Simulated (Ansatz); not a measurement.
Here is a crystal structure:

```cif
data_structure
_symmetry_space_group_name_H-M 'P 1'
_symmetry_Int_Tables_number 1
_cell_length_a 2.5113
_cell_length_b 2.5113
_cell_length_c 30.1080
_cell_angle_alpha 90.000
_cell_angle_beta 90.000
_cell_angle_gamma 120.000
_cell_volume 164.45
loop_
_atom_site_label
_atom_site_type_symbol
_atom_site_fract_x
_atom_site_fract_y
_atom_site_fract_z
_atom_site_occupancy
C1 C 0.00000 0.00000 0.36907 1
C2 C 0.00000 0.00000 0.42019 1
C3 C 0.00000 0.00000 0.28268 1
C4 C 0.00000 0.00000 0.50657 1
C5 C 0.66667 0.33333 0.57482 1
C6 C 0.00000 0.00000 0.55773 1
C7 C 0.66667 0.33333 0.35187 1
C8 C 0.33333 0.66667 0.43739 1
C9 C 0.66667 0.33333 0.29988 1
C10 C 0.33333 0.66667 0.48938 1
C11 C 0.66667 0.33333 0.70240 1
C12 C 0.66667 0.33333 0.75352 1
C13 C 0.66667 0.33333 0.61602 1
C14 C 0.66667 0.33333 0.83991 1
C15 C 0.33333 0.66667 0.90816 1
C16 C 0.66667 0.33333 0.89106 1
C17 C 0.33333 0.66667 0.68520 1
C18 C 0.00000 0.00000 0.77072 1
C19 C 0.33333 0.66667 0.63321 1
C20 C 0.00000 0.00000 0.82271 1
C21 C 0.33333 0.66667 0.03573 1
C22 C 0.33333 0.66667 0.08685 1
C23 C 0.33333 0.66667 0.94935 1
C24 C 0.33333 0.66667 0.17324 1
C25 C 0.00000 0.00000 0.24149 1
C26 C 0.33333 0.66667 0.22440 1
C27 C 0.00000 0.00000 0.01853 1
C28 C 0.66667 0.33333 0.10406 1
C29 C 0.00000 0.00000 0.96654 1
C30 C 0.66667 0.33333 0.15604 1
```

Q: Characterise the structure given above.

A: The element is carbon. The atoms follow space group R3m (No. 160); the Bravais lattice is rhombohedral (trigonal R). The cell holds 30 atoms. C sits among four C in a distorted tetrahedral arrangement at 1.24 to 1.57 Å. The bonds build a three-dimensional framework.

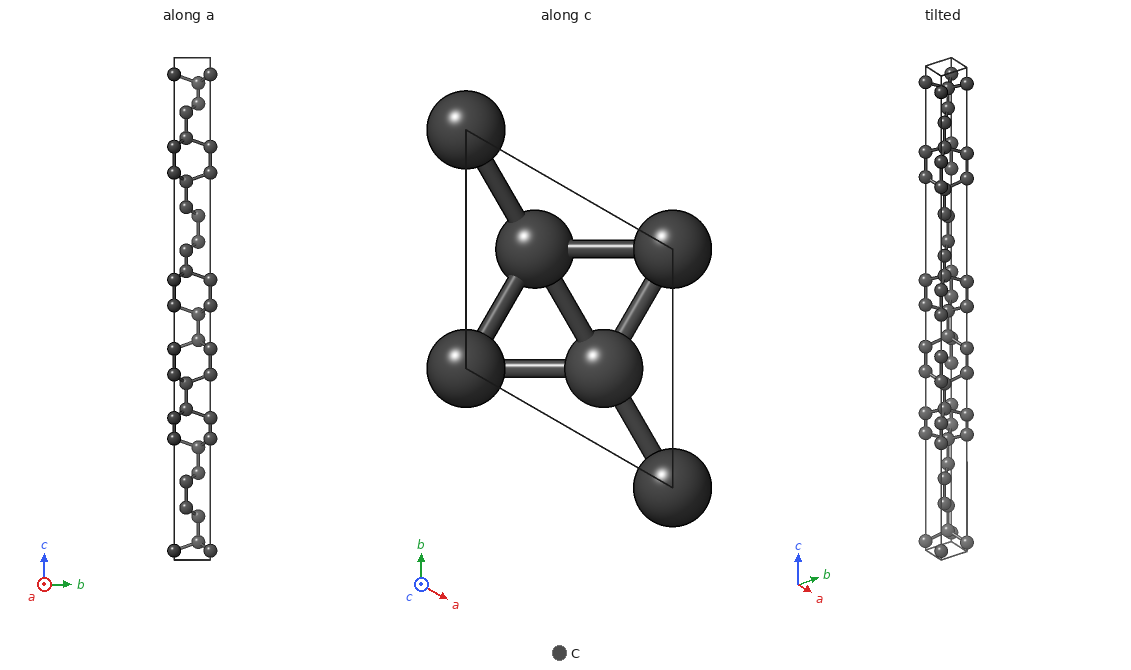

Drawn in the ball-and-stick manner and seen along the a axis, along the c axis and slightly off an axis. The lines enclose the conventional unit cell; boundary atoms appear with their images.

The starting point was an entry, possibly a prediction, of the Crystallography Open Database. The cell was then strained or its atoms displaced on purpose. Ansatz was used for an electronic-structure calculation on it.

At this level of theory the run's own cell isn't at rest (compressed, at 25 GPa and forces up to 14.7 eV/Å), so its distances can differ from those at equilibrium, the more so the softer the solid.
